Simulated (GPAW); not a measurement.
## BAs (F-43m): the B K absorption edge

Aim: the dependence of the B K near-edge features of BAs (F-43m) on volume.

Main program and level: GPAW 26.7.0; X-ray absorption from dipole matrix elements to empty bands, plane-wave PAW PBE.

### 1. Set-up

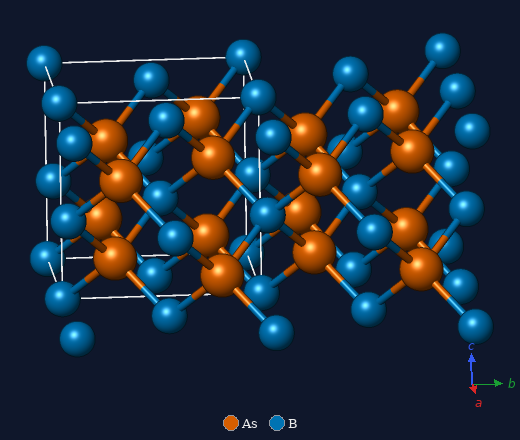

Start, viewed slightly off an axis; arsenic orange, boron blue. 2×2×1 cells are drawn. This picture shows the conventional cell, with its axes. Bonds to atoms that aren't drawn are left out. Some periodic images of atoms are drawn too.

Coordinates:

```
As B
1.0
     0.00000    2.38850    2.38850
     2.38850    0.00000    2.38850
     2.38850    2.38850    0.00000
As B
1 1
Direct
  0.75000 0.75000 0.75000
  0.00000 0.00000 0.00000
```

### 2. Ground state of the crystal

The ground state comes first: it tells whether the system has a gap, which decides how the excited electron is treated.

scf.py reads:

```python
import numpy as np
from ase import Atoms
from ase.parallel import parprint, paropen
from gpaw import GPAW, PW, FermiDirac, Mixer, MixerDif, setup_paths
from gpaw.test import gen
setup_paths.insert(0, '.')
gen('B', name='nch1s', xcname='PBE', corehole=(1, 0, 0), write_xml=True)
from gpaw.mpi import world
world.barrier()

atoms = Atoms('AsB',
    cell=[[0, 2.3885, 2.3885],
     [2.3885, 0, 2.3885],
     [2.3885, 2.3885, 0]],
    scaled_positions=[[0.75, 0.75, 0.75],
     [0, 0, 0]],
    pbc=True)
atoms.calc = calc = GPAW(legacy_gpaw=True, mode=PW(430, force_complex_dtype=True), xc='PBE', setups={1: 'nch1s'},
    kpts={'size': (9, 9, 9), 'gamma': True}, occupations=FermiDirac(0.05),
    charge=0, mixer=Mixer(0.1, 5, 50), maxiter=150,
    convergence={'density': 0.0001, 'eigenstates': 1e-6}, txt='scf.txt')
energy = atoms.get_potential_energy() + calc.get_reference_energy()
ef = calc.get_fermi_level()
out = dict(energy=energy, fermi=ef, forces=atoms.get_forces().tolist())
parprint(f'all-electron energy {energy:.4f} eV, Fermi level {ef:.4f} eV')
ev = np.array([[calc.get_eigenvalues(k, s) for k in range(len(calc.get_ibz_k_points()))] for s in range(calc.get_number_of_spins())])
out['homo'], out['lumo'], out['counts'] = ev[ev < ef].max(), ev[ev > ef].min(), sorted(set((ev < ef).sum((0, 2)).tolist()))
out['filled'] = (ev[:, 0] < ef).sum(1).tolist()
import json
with paropen('out.json', 'w') as f:
    json.dump(out, f)
```

Launch:

```
> OMP_NUM_THREADS=1 mpirun -n 4 gpaw python scf.py
```

Numbers of over 12 decimals in the logs are rounded to 6 here.

Log:

```text
Input parameters:
  convergence: {density: 0.0001,
                eigenstates: 1e-06}
  kpts: {gamma: True,
         size: (9, 9, 9)}
  maxiter: 150
  mixer: {backend: pulay,
          beta: 0.1,
          method: separate,
          nmaxold: 5,
          weight: 50}
  mode: {ecut: 430.0,
         force_complex_dtype: True,
         name: pw}
  occupations: {fixmagmom: False,
                name: fermi-dirac,
                width: 0.05}
  setups: {1: nch1s}
  xc: PBE

Initialize ...

[... PAW data sets ...]

Reference energy: -62172.463232  # eV

Spin-paired calculation

[... convergence settings ...]
Symmetries present (total): 24
  [... symmetry matrices ...]

729 k-points: 9 x 9 x 9 Monkhorst-Pack grid
35 k-points in the irreducible part of the Brillouin zone
       k-points in crystal coordinates                weights
   0:     0.00000000    0.00000000    0.00000000          1/729
   1:     0.11111111    0.11111111    0.00000000          6/729
   2:     0.11111111    0.11111111    0.11111111          8/729
   3:     0.22222222    0.11111111    0.11111111         12/729
   4:     0.22222222    0.22222222    0.00000000          6/729
   5:     0.22222222    0.22222222    0.11111111         24/729
   6:     0.22222222    0.22222222    0.22222222          8/729
   7:     0.33333333    0.22222222    0.11111111         24/729
   8:     0.33333333    0.22222222    0.22222222         24/729
   9:     0.33333333    0.33333333   -0.33333333         12/729
          ...
  34:     0.44444444    0.44444444    0.44444444          8/729

Wave functions: Plane wave expansion
  Cutoff energy: 430.000 eV
  Number of coefficients (min, max): 537, 560
  Pulay-stress correction: 0.000000 eV/Ang^3 (de/decut=0.000000)
  Using FFTW library
  Wavefunction extrapolation:
    Improved wavefunction reuse through dual PAW basis

Occupation numbers: Fermi-Dirac:
  width: 0.0500  # eV

Eigensolver
   Davidson(niter=2)

Densities:
  Coarse grid: 18*18*18 grid
  Fine grid: 36*36*36 grid
  Total Charge: 0.000000

Density mixing:
  Method: separate
  Backend: pulay
  Linear mixing parameter: 0.1
  old densities: 5
  Width of damping distribution: 1.1
  Damping of long wavelength oscillations: 50

[... Hamiltonian set-up ...]
Number of atoms: 2
Number of atomic orbitals: 8
Number of bands in calculation: 8
Number of valence electrons: 8
Bands to converge: occupied

... initialized

Initializing position-dependent things.

Density initialized from atomic densities
Creating initial wave functions:
  8 bands from LCAO basis set

                   As

       B

Atomic positions and initial magnetic moments

Positions:
   0 As     3.582750    3.582750    3.582750    ( 0.0000,  0.0000,  0.0000)
   1 B      0.000000    0.000000    0.000000    ( 0.0000,  0.0000,  0.0000)

Unit cell:
           periodic     x           y           z      points  spacing
  1. axis:    yes    0.000000    2.388500    2.388500    18     0.1532
  2. axis:    yes    2.388500    0.000000    2.388500    18     0.1532
  3. axis:    yes    2.388500    2.388500    0.000000    18     0.1532

  Lengths:   3.377849   3.377849   3.377849
  Angles:   60.000000  60.000000  60.000000

Effective grid spacing dv^(1/3) = 0.1672

iter:   1   -11.954206
iter:   2   -11.739019   -1.86  -0.71
iter:   3   -11.397549   -1.51  -0.80
iter:   4   -11.388892   -3.01  -1.26
iter:   5   -11.388929   -2.63  -1.46
iter:   6   -11.387285c  -3.87  -1.90
iter:   7   -11.386141c  -3.76  -2.11
iter:   8   -11.386099c  -5.98  -2.81
iter:   9   -11.386085c  -5.32  -3.05
iter:  10   -11.386079c  -6.33c -3.34
iter:  11   -11.386079c  -8.95c -4.51c

Converged after 11 iterations.

Dipole moment: (4.034602, 4.034602, 4.034602) |e|*Ang

Energy contributions relative to reference atoms: (reference = -62172.463232)

Kinetic:        +20.216494
Potential:      -17.868309
External:        +0.000000
XC:             -13.720240
Entropy (-ST):   -0.000000
Local:           -0.014025
SIC:             +0.000000
--------------------------
Free energy:    -11.386079
Extrapolated:   -11.386079

Showing only first 2 kpts
 Kpt  Band  Eigenvalues  Occupancy
  0     2      7.97787    1.99999
  0     3      7.97787    1.99999
  0     4     11.27048    0.00000
  0     5     11.27048    0.00000

  1     2      7.00016    2.00000
  1     3      7.00016    2.00000
  1     4     10.68165    0.00000
  1     5     12.54563    0.00000

Fermi level: 8.56912

Gap: 1.232 eV
Transition (v -> c):
  (s=0, k=0, n=3, [0.00, 0.00, 0.00]) -> (s=0, k=30, n=4, [0.44, 0.44, 0.00])
Direct/indirect transitions are different
Direct gap: 3.293 eV
Transition at: (s=0, k=0, n=3, [0.00, 0.00, 0.00])

Forces in eV/Ang:
  0 As    0.00000    0.00000    0.00000
  1 B    -0.00000   -0.00000    0.00000
Scalar-relativistic atomic PBE calculation for B (Boron, Z=5)
Core hole in 1s state (1s occupation: 2.0)
300 radial gridpoints.
|------------------------------------------------|
|------------------------------------------------|
[... the atom generator's iteration count ...]

Energy contributions:
-------------------------
Kinetic:      +24.518211
XC:            -3.799311
Potential:    -45.322190
-------------------------
Total:        -24.603290

state      eigenvalue         ekin         rmax
-----------------------------------------------
1s^2.0 :    -6.636470    10.846863        0.210
2s^2.0 :    -0.347030     1.046423        1.517
2p^1.0 :    -0.132526     0.731638        1.578
-----------------------------------------------
(units: Bohr and Hartree)

Generating PAW setup
Kinetic energy of the core from tauc = 21.700730
Cutoffs:
rc(s)=1.200
rc(p)=1.200
rc(d)=1.200
rc(vbar)=1.080
rc(comp)=1.200
rc(nct)=1.200

Kinetic energy of the core states: 21.693726
Charge: 0.0
Core electrons: 2.0
Valence electrons: 3.0
Pseudo-core charge: 0.111564
Shape function alpha=6.944
Pseudo-electron charge 3.104757
state    eigenvalue         norm
--------------------------------
2s(2) :    -0.347030     1.005232
*s    :     0.652970
2p(1) :    -0.132526     0.982729
*p    :     0.867474
*d    :     0.000000
--------------------------------

Diagonalizing with gridspacing h=0.050

state   all-electron     PAW
-------------------------------
2s:      -0.347030    -0.347449
2p:      -0.132526    -0.132867
*d:                    0.040435
*f:                    0.071313
-------------------------------
all-electron energy -62183.8493 eV, Fermi level 8.5691 eV
```

The job ended after 4.4 s (4 MPI ranks of INTEL XEON PLATINUM 8581C at 2.10GHz (Emerald Rapids), shared host; peak memory 0.16 GiB; 17 s of CPU time).

The mesh shows a gap of 1.23 eV, so the hole is first treated in a charged cell, without the excited electron.

### 3. Supercell without a hole, the energy reference

The photon energy needs a difference of total energies, so the cell and mesh of the coming hole run are first run without a hole.

Changes to scf.py since step 2:

```diff
@@ -10,11 +10,21 @@
 
-atoms = Atoms('AsB',
-    cell=[[0, 2.3885, 2.3885],
-     [2.3885, 0, 2.3885],
-     [2.3885, 2.3885, 0]],
-    scaled_positions=[[0.75, 0.75, 0.75],
-     [0, 0, 0]],
+atoms = Atoms('As6B6',
+    cell=[[-2.3885, -2.3885, -4.777],
+     [-2.3885, -2.3885, 4.777],
+     [-2.3885, 4.777, 2.3885]],
+    scaled_positions=[[0.875, 0.625, 0],
+     [0.54166667, 0.625, 0.33333333],
+     [0.375, 0.125, 0],
+     [0.20833333, 0.625, 0.66666667],
+     [0.04166667, 0.125, 0.33333333],
+     [0.70833333, 0.125, 0.66666667],
+     [0, 0, 0],
+     [0.66666667, 0, 0.33333333],
+     [0.5, 0.5, 0],
+     [0.33333333, 0, 0.66666667],
+     [0.16666667, 0.5, 0.33333333],
+     [0.83333333, 0.5, 0.66666667]],
     pbc=True)
-atoms.calc = calc = GPAW(legacy_gpaw=True, mode=PW(430, force_complex_dtype=True), xc='PBE', setups={1: 'nch1s'},
-    kpts={'size': (9, 9, 9), 'gamma': True}, occupations=FermiDirac(0.05),
+atoms.calc = calc = GPAW(legacy_gpaw=True, mode=PW(430, force_complex_dtype=True), xc='PBE', setups={6: 'nch1s'},
+    kpts={'size': (4, 3, 4), 'gamma': True}, occupations=FermiDirac(0.02),
     charge=0, mixer=Mixer(0.1, 5, 50), maxiter=150,
```

Log:

```text
Input parameters:
  convergence: {density: 0.0001,
                eigenstates: 1e-06}
  kpts: {gamma: True,
         size: (4, 3, 4)}
  maxiter: 150
  mixer: {backend: pulay,
          beta: 0.1,
          method: separate,
          nmaxold: 5,
          weight: 50}
  mode: {ecut: 430.0,
         force_complex_dtype: True,
         name: pw}
  occupations: {fixmagmom: False,
                name: fermi-dirac,
[...]
2s(2) :    -0.347030     1.005232
*s    :     0.652970
2p(1) :    -0.132526     0.982729
*p    :     0.867474
*d    :     0.000000
--------------------------------

Diagonalizing with gridspacing h=0.050

state   all-electron     PAW
-------------------------------
2s:      -0.347030    -0.347449
2p:      -0.132526    -0.132867
*d:                    0.040435
*f:                    0.071313
-------------------------------
all-electron energy -373103.0941 eV, Fermi level 8.5230 eV
[key lines of the parts left out:]
Converged after 19 iterations.
Dipole moment: (6.986177, 6.986177, -10.235577) |e|*Ang
Free energy:    -68.315028
Fermi level: 8.52298
```

It took 16 s on 4 MPI ranks; peak memory 0.24 GiB; 63 s of CPU time.

Reference energy: -373103.094 eV with the cores included.

(Continued in part 2 of 4.)

[Banner, clock and machine lines of the logs are left out without a mark of their own.]

[Logs are printed without paths, hosts, clocks, repeated set-up lines and the standing remarks that a program may print on its own settings, such as how far it seeks lower states.]

[Hosts, paths, dates, database ids (printed as entryN), source tags and the programs' standing remarks are cut or masked in the printed files.]

[Lists of maxima count a maximum above −3 eV only where it reaches 4 % of the highest in the window and stands out from its surroundings by 2 % of it (1.5 % where it reaches 55 %); shoulders and weaker maxima are passed over, and of the rest the first, up to two pre-edge ones and the few strongest are named.]
